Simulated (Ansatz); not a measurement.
# HfSi2: geometry relaxation (part 1 of 2)

HfSi2 (6 atoms in the cell), computed with DFT PBEsol, scalar-relativistic, plane waves, PAW, no spin polarisation (Ansatz 0.2.0).

The structure derives from an entry of the Crystallography Open Database. Figures and captions count atoms from 1; the log counts them from 0 in places.

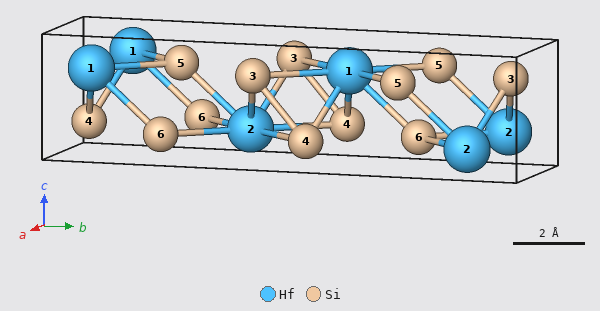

**Figure 1.** The structure as given in the input (ball-and-stick view of the cell 2 times as large as that of the calculation, set on its symmetry axes, seen slightly off an axis; atoms are numbered from 1 in the order of the input). An atom can appear more than once, as a periodic image.

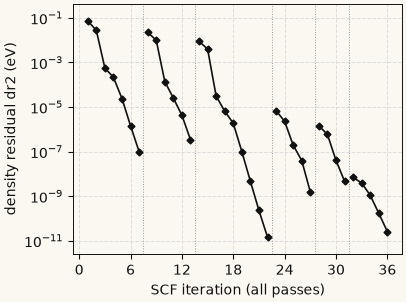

**Figure 2.** Convergence of the self-consistent field: density residual dr2 against the SCF iteration. The dotted lines part the SCF passes of the relaxation: geometry steps, rejected trials and re-solves on a re-selected basis. The 6 passes take 4 to 9 iterations each, 36 in all.

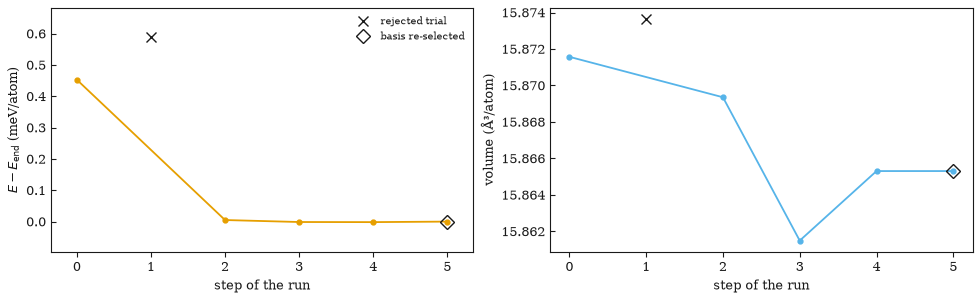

**Figure 3.** Progress of the relaxation, step by step (the first geometry is step 0 here and step 1 in the log).

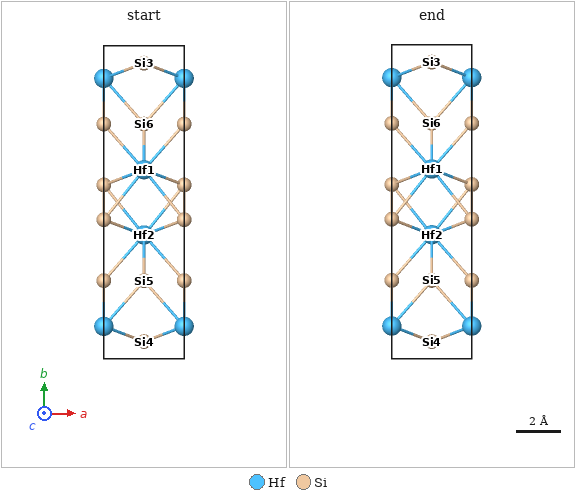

**Figure 4.** Before (left) and after (right) the relaxation, at one scale (ball-and-stick view of the cell 2 times as large as that of the calculation, set on its symmetry axes, along the c axis). The largest moves relative to the cell, 0.008 Å, are those of Hf1 and Hf2. By element the largest moves are Hf 0.008 Å, Si 0.005 Å. The drawn cell changes at constant volume: a 3.670 → 3.650 Å (−0.5 %), b 14.300 → 14.345 Å (+0.3 %), c 3.629 → 3.636 Å (+0.2 %). Among the contacts that change: Hf1–Si5 2.778 → 2.768 Å. The space group stays Cmcm (No. 63). After 4 geometry steps the energy has fallen by 0.5 meV per atom. Largest force component: 0.085 eV/Å at the start, 0.00019 eV/Å at the end. The pressure goes from −0.17 to 0.00 GPa. The line search rejected the trial step at point 1 (counted from 0) and went back. A last SCF at the same geometry on a re-selected plane-wave basis shifts the energy by +0.0 meV per atom. (Atoms are counted from 1 in the order of the input.)

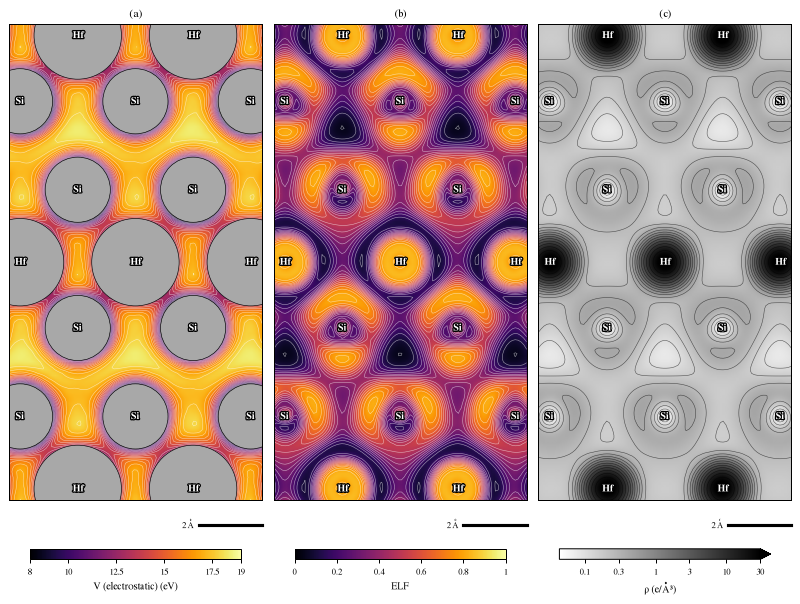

**Figure 5.** (a) electrostatic potential (local pseudopotential plus Hartree) felt by an electron; (b) ELF; (c) valence electron density on the (001) plane of the conventional cell. Grey discs, where drawn, cover atomic cores. Atoms in the plane: Hf and Si. Hf–Si (2.77 Å): ρ at the midpoint is about 0.3 e/Å³; the ELF is about 0.40 at the midpoint; no shared pair; the contact is polar. Hf–Si (2.93 Å): ρ at the midpoint is about 0.24 e/Å³; the ELF is about 0.25 at the midpoint; no shared pair; the contact is polar. Away from the nuclei the density in this plane falls to 0.08 e/Å³ at its lowest. The strong features right at Hf lie inside the PAW spheres (semicore, d or f shells) and say nothing about bonding. Outside the cores the potential energy rises away from the atoms and is highest about 1.9 Å from the nearest atoms; outside the discs it spans about 9 eV, and its zero is arbitrary. The fields are those of the smooth PAW valence density.

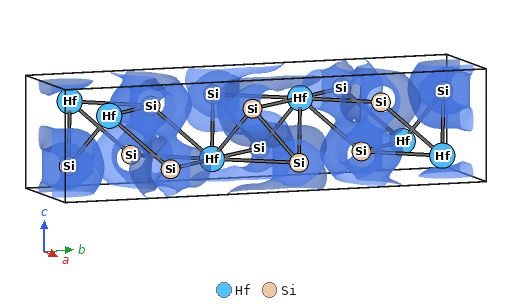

**Figure 6.** Isosurface of the ELF at 0.65 (blue), seen slightly off an axis. Core shells and regions of very low density are left out. Sticks mark near contacts. The outline is the cell set on symmetry axes. Profiles from the grid: Si–Si (2.41 Å): the ELF peaks at about 0.70 between the atoms. Hf–Si (2.67 Å): the ELF is about 0.35 at the midpoint; a polar contact without a shared pair, in a metal.

These pictures come from the run below.

**Input**
```yaml
crystal:
  lattice:
    - [1.8348578336, -7.1501258849, 0.0]
    - [1.8348578336, 7.1501258849, 0.0]
    - [0.0, 0.0, 3.6293183125]
  atoms:
    - { symbol: Hf, position: [0.8958508319, 0.1041491681, 0.75] }
    - { symbol: Hf, position: [0.1041491681, 0.8958508319, 0.25] }
    - { symbol: Si, position: [0.5555194618, 0.4444805382, 0.75] }
    - { symbol: Si, position: [0.4444805382, 0.5555194618, 0.25] }
    - { symbol: Si, position: [0.2499766165, 0.7500233835, 0.75] }
    - { symbol: Si, position: [0.7500233835, 0.2499766165, 0.25] }
basis:
  ecutwfc: 420
kpoints:
  mp_grid: { grid: [10, 10, 10] }
hamiltonian:
  xc: pbesol
scf:
  occupations: { method: gaussian, width: 0.1 }
output:
  forces: true
  stress: true
  eigenvalues: true
  write_density: true
  write_potential: true
  elf: true
  volumetric_format: npy
relax:
  adjacent_minimum: "off"
  f_tol: 0.005
  max_steps: 80
  cell: { stress_tol: 0.05 }
```

Launched with:
```bash
ansatz run input.yaml --threads 2 --pin off --max-ram 5120MiB --backend cpu --events-out ev --progress --plain --runs-dir out
```

**What the program printed**
```
basis.fft_grid_basis auto: the FFT boxes are laid along the combinations [[1, 1, 0], [0, 1, 0], [0, 0, 1]] of the cell's own vectors, 3.670, 7.382 and 3.629 Å long. The dense box has 25×50×25 points. Along the cell's own vectors, as sized, it would have 50×50×25, 2.00 times as many. Of the 8 symmetry operations that the crystal satisfies within crystal.symmetry.tolerance (time reversal apart; of a slab, those that keep its plane) the dense box along the cell's own vectors carries 8, and the one as laid loses 4 of those. basis.fft_grid_basis: typed keeps the cell's own vectors: state it where this run's energies or levels are differenced outside the engine with another run's, or held beside a run that keeps those vectors. Those combinations have planes normal to reciprocal vector 3, as the cell's own vectors have. Each planar average written beside output.write_density, output.write_potential has a row for each plane of the box: 25. The volumetric files lie along those combinations, not along the cell's own vectors: a cube or XSF file states them, and fields.json those of NumPy files.
Engine: ansatz 0.2.0, x86_64-unknown-linux-gnu
Pseudopotentials: kind: paw
Pseudopotential: Hf, paw, valence charge 26, recommended cutoff 420 eV (normal), Hf.paw.azcp
Pseudopotential: Si, paw, valence charge 4, recommended cutoff 420 eV (normal), Si.paw.azcp
Functional definition: PBEsol
  exchange = pbesol_x
  correlation = pbesol_c
Crystal: 6 atoms, lattice volume = 95.229 Å³
Basis set: ecut = 420 eV, 1865 PW (Γ), FFT grids on a1+a2, a2, a3, exchange–correlation on 50×100×50 points (8 copies of the dense FFT grid, shifted against one another)
Bands: 41, of which v1, the nominal top of the filled ones, is band 34 counted from 1 (33 counted from 0)
Symmetry: 8 space group operations
Space group: Cmcm (ITA 63), of the structure as read, at distance tolerance 4.6e-5 Å
k-points: 186 of 1000
Non-local potential: Hf, projectors of the file, l = 0: 3, l = 1: 2, l = 2: 2, l = 3: 3
Non-local potential: Si, projectors of the file, l = 0: 2, l = 1: 2, l = 2: 2
PAW form: soft (Blöchl's): semilocal exchange-correlation on the pseudo side does not see the compensation charge
PAW frozen core: Hf, regenerated for the run's functional, and the local potential with it (the file was generated under x = pbe(κ = 0.804, μ = 0.2195149727645171), c = pbe(β = 0.06672455060314922))
PAW frozen core: Si, regenerated for the run's functional, and the local potential with it (the file was generated under x = pbe(κ = 0.804, μ = 0.2195149727645171), c = pbe(β = 0.06672455060314922))
PAW one-centre angular grid: Hf, 590 points (default); XC on 64 Gauss nodes
PAW one-centre angular grid: Si, 110 points (default); XC on 64 Gauss nodes
Initial density: superposition of atomic densities (neutral atoms: chi_scale 0, normalization atom), corrected by the library's trained network
Initial wavefunctions: pseudopotential atomic-orbital guess
Functional: x = pbesol(κ = 0.804, μ = 0.12345679012345678), c = pbesol(β = 0.046)
SCF iter   1: F=—  HF=-33686.016809 eV  |F-HF|=—  |Δ(HF+E_count)|=         —  Δρ=4.74e-3  dr2=7.37e-2  ethr=1.77e-3  ⟨swp⟩=6.4  Hψ=29847  notcnv=0
preconditioner: auto → Kerker (q_TF=auto, 2.579 Å⁻¹)  [metal: Δε(μ)=0.011 eV  Ē_g=10.990 eV  σ=0.100 eV  W_gap=0.06  n_scr=30 (ndim 8)  ℏωp=27.4 eV  f_vac=0.000  D(μ)=1.33/eV (n_scr^D=2)]
SCF iter   2: F=—  HF=-33686.008937 eV  |F-HF|=—  |Δ(HF+E_count)|=   7.87e-3  Δρ=2.75e-3  dr2=2.75e-2  ethr=1.08e-4  ⟨swp⟩=1.0  Hψ=9116  notcnv=0  defer=1
SCF iter   3: F=—  HF=-33686.004877 eV  |F-HF|=—  |Δ(HF+E_count)|=   4.06e-3  Δρ=3.81e-4  dr2=5.59e-4  ethr=4.04e-5  ⟨swp⟩=2.0  Hψ=9024  notcnv=0  defer=1
SCF iter   4: F=—  HF=-33686.004995 eV  |F-HF|=—  |Δ(HF+E_count)|=   1.18e-4  Δρ=4.50e-4  dr2=2.15e-4  ethr=8.23e-7  ⟨swp⟩=2.0  Hψ=13646  notcnv=0  defer=1
SCF iter   5: F=—  HF=-33686.004714 eV  |F-HF|=—  |Δ(HF+E_count)|=   2.81e-4  Δρ=7.74e-5  dr2=2.38e-5  ethr=3.16e-7  ⟨swp⟩=2.0  Hψ=13636  notcnv=0  defer=1
SCF iter   6: F=—  HF=-33686.004690 eV  |F-HF|=—  |Δ(HF+E_count)|=   2.40e-5  Δρ=2.78e-5  dr2=1.43e-6  ethr=3.49e-8  ⟨swp⟩=2.0  Hψ=12160  notcnv=0  defer=1
SCF iter   7: F=-33686.004690 eV  HF=-33686.004690 eV  |F-HF|=5.19e-8  |Δ(HF+E_count)|=   5.93e-7  Δρ=6.74e-6  dr2=9.84e-8  ethr=1.47e-10  ⟨swp⟩=11.2  Hψ=58665  notcnv=0
SCF 1 converged in 7 iterations: F = -33686.004690 eV  dr2 = 9.84e-8
  greatest PAW one-centre occupation: 0.998 electrons in one spin orbital (limit 2), on the Hf atom at site 1 (counted from 0), in its partial waves of l = 3
relax step   1: F+E_penalty+E_count = -33686.00468971 eV  Δ(F+E_penalty+E_count) = +0.000e0 eV  max|allowed force component| = 8.531e-2 eV/Å  Δτ_max = 0.0000 Å  P = -0.174 GPa  Ω = 95.229 Å³  (7 SCF iters, dr2 threshold 1.00e-7 eV, accepted)
Crystal: 6 atoms, lattice volume = 95.242 Å³
Basis set: ecut = 420 eV, 1867 PW (Γ), FFT grids on a1+a2, a2, a3, exchange–correlation on 50×100×50 points (8 copies of the dense FFT grid, shifted against one another)
Initial density: handed on by an earlier stage of this run
Initial wavefunctions: those handed on with the density
iter 1 solved again at ethr=3.26e-5 eV; its pass at ethr=3.10e-3 eV (dr2=2.22e-2 eV) is discarded
SCF iter   1: F=—  HF=-33686.008168 eV  |F-HF|=—  |Δ(HF+E_count)|=         —  Δρ=2.49e-3  dr2=2.25e-2  ethr=3.26e-5  ⟨swp⟩=1.5  Hψ=34179  notcnv=0
preconditioner: auto → Kerker (q_TF=auto, 2.579 Å⁻¹)  [metal: Δε(μ)=0.010 eV  Ē_g=10.972 eV  σ=0.100 eV  W_gap=0.05  n_scr=30 (ndim 8)  ℏωp=27.4 eV  f_vac=0.000  D(μ)=1.29/eV (n_scr^D=2)]
SCF iter   2: F=—  HF=-33686.005811 eV  |F-HF|=—  |Δ(HF+E_count)|=   2.36e-3  Δρ=1.47e-3  dr2=9.92e-3  ethr=3.26e-5  ⟨swp⟩=1.0  Hψ=7632  notcnv=0
SCF iter   3: F=—  HF=-33686.003937 eV  |F-HF|=—  |Δ(HF+E_count)|=   1.87e-3  Δρ=2.58e-4  dr2=1.39e-4  ethr=1.46e-5  ⟨swp⟩=2.0  Hψ=9045  notcnv=0
SCF iter   4: F=—  HF=-33686.003915 eV  |F-HF|=—  |Δ(HF+E_count)|=   2.25e-5  Δρ=1.61e-4  dr2=2.52e-5  ethr=2.04e-7  ⟨swp⟩=2.0  Hψ=13975  notcnv=0
SCF iter   5: F=—  HF=-33686.003875 eV  |F-HF|=—  |Δ(HF+E_count)|=   3.95e-5  Δρ=6.81e-5  dr2=4.25e-6  ethr=3.70e-8  ⟨swp⟩=2.0  Hψ=13957  notcnv=0
SCF iter   6: F=-33686.003874 eV  HF=-33686.003874 eV  |F-HF|=2.42e-7  |Δ(HF+E_count)|=   8.05e-7  Δρ=1.34e-5  dr2=3.42e-7  ethr=8.82e-10  ⟨swp⟩=8.8  Hψ=62156  notcnv=0
SCF 2 converged in 6 iterations: F = -33686.003874 eV  dr2 = 3.42e-7
relax step   2: F+E_penalty+E_count = -33686.00387405 eV  Δ(F+E_penalty+E_count) = +8.157e-4 eV  max|allowed force component| = 1.661e-1 eV/Å  Δτ_max = 0.0195 Å  P = +0.037 GPa  Ω = 95.242 Å³  energy of the carried Pulay correction = -3.033e-6 eV  (6 SCF iters, dr2 threshold 6.00e-7 eV, rejected (line search))
Crystal: 6 atoms, lattice volume = 95.216 Å³
Basis set: ecut = 420 eV, 1861 PW (Γ), FFT grids on a1+a2, a2, a3, exchange–correlation on 50×100×50 points (8 copies of the dense FFT grid, shifted against one another)
iter 1 solved again at ethr=1.28e-5 eV; its pass at ethr=3.10e-3 eV (dr2=8.69e-3 eV) is discarded
SCF iter   1: F=—  HF=-33686.008992 eV  |F-HF|=—  |Δ(HF+E_count)|=         —  Δρ=1.49e-3  dr2=8.84e-3  ethr=1.28e-5  ⟨swp⟩=1.9  Hψ=28971  notcnv=0
preconditioner: auto → Kerker (q_TF=auto, 2.579 Å⁻¹)  [metal: Δε(μ)=0.012 eV  Ē_g=10.971 eV  σ=0.100 eV  W_gap=0.07  n_scr=30 (ndim 8)  ℏωp=27.4 eV  f_vac=0.000  D(μ)=1.31/eV (n_scr^D=2)]
SCF iter   2: F=—  HF=-33686.008118 eV  |F-HF|=—  |Δ(HF+E_count)|=   8.74e-4  Δρ=8.84e-4  dr2=4.01e-3  ethr=1.28e-5  ⟨swp⟩=1.0  Hψ=7630  notcnv=0
SCF iter   3: F=—  HF=-33686.007407 eV  |F-HF|=—  |Δ(HF+E_count)|=   7.11e-4  Δρ=1.64e-4  dr2=3.09e-5  ethr=5.90e-6  ⟨swp⟩=2.0  Hψ=9049  notcnv=0
SCF iter   4: F=—  HF=-33686.007386 eV  |F-HF|=—  |Δ(HF+E_count)|=   2.14e-5  Δρ=7.69e-5  dr2=6.49e-6  ethr=4.55e-8  ⟨swp⟩=2.0  Hψ=13983  notcnv=0
SCF iter   5: F=—  HF=-33686.007377 eV  |F-HF|=—  |Δ(HF+E_count)|=   8.64e-6  Δρ=3.71e-5  dr2=1.87e-6  ethr=9.54e-9  ⟨swp⟩=2.0  Hψ=13959  notcnv=0
SCF iter   6: F=—  HF=-33686.007377 eV  |F-HF|=—  |Δ(HF+E_count)|=   1.09e-7  Δρ=9.13e-6  dr2=1.00e-7  ethr=2.75e-9  ⟨swp⟩=2.0  Hψ=12392  notcnv=0
SCF iter   7: F=—  HF=-33686.007377 eV  |F-HF|=—  |Δ(HF+E_count)|=   2.45e-8  Δρ=1.95e-6  dr2=4.67e-9  ethr=1.47e-10  ⟨swp⟩=2.0  Hψ=10426  notcnv=0
SCF iter   8: F=—  HF=-33686.007377 eV  |F-HF|=—  |Δ(HF+E_count)|=  4.80e-10  Δρ=4.75e-7  dr2=2.28e-10  ethr=6.86e-12  ⟨swp⟩=2.0  Hψ=10624  notcnv=0
SCF iter   9: F=-33686.007377 eV  HF=-33686.007377 eV  |F-HF|=2.18e-11  |Δ(HF+E_count)|=  7.28e-11  Δρ=1.07e-7  dr2=1.46e-11  ethr=1.00e-12  ⟨swp⟩=6.3  Hψ=38901  notcnv=0
the search or the solves at the SCF's close seem to have found levels that the self-consistency loop had missed (the run counts 2). By its estimate they hold under 1e-12 electrons; where the run keeps them, the occupations were computed again with them
SCF 3 converged in 9 iterations: F = -33686.007377 eV  dr2 = 1.46e-11
```
